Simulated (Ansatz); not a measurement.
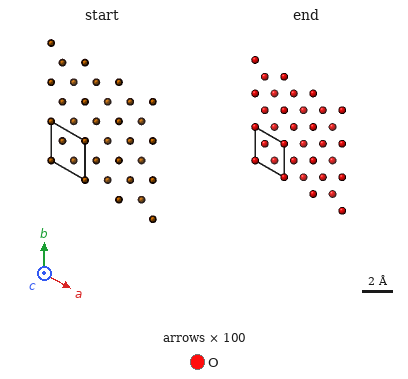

The structure of a crystal of O (set up in R-3m) before (left) and after (right) a relaxation, at one scale. The orange arrows give the displacements (the part carried along by the change of the cell is left out), 100 times their true length.

The picture is a ball-and-stick view of the conventional cell (3 times the calculation's cell), repeated 3 × 3 × 1 with one cell outlined, seen along the c axis. Lengths and directions refer to the drawn axes.

Case: relaxed at 30 GPa.

These are results of DFT r2SCAN, scalar-relativistic, plane waves, PAW (Ansatz 0.2.0), not measurements. Settings: plane-wave cutoff 500 eV; k-point mesh 18 × 18 × 18; occupations gaussian; smearing width 0.02 eV; target pressure 30 GPa; collinear spin; cell and atoms relaxed; force threshold 0.008 eV/Å; at most 50 steps.

Question: Summarise the run.

Answer: The run was cut off at its time limit before the relaxation converged, so the last structure is only a point on the way. After 5 geometry steps the energy has risen by 121 meV per atom. With the target pressure of 30 GPa, the enthalpy E + pV changes by −292 meV per atom. Largest force component: 2.6 eV/Å at the start, 0.014 eV/Å at the end. Pressure: 29.88 GPa at the start and 29.92 GPa at the end. The largest moves relative to the cell, 0.019 Å, are those of O atoms. The volume changes by −22.9 %, with a = b 2.662 → 2.279 Å (−14.4 %), c 9.413 → 9.902 Å (+5.2 %). Among the contacts that change: O–O 1.169 → 1.191 Å. The space group stays R-3m (No. 166). The program noted that the starting moments weren't kept. The run took 13 min on 1 thread of Arm Neoverse N1 (shared host), peak memory 0.61 GiB.
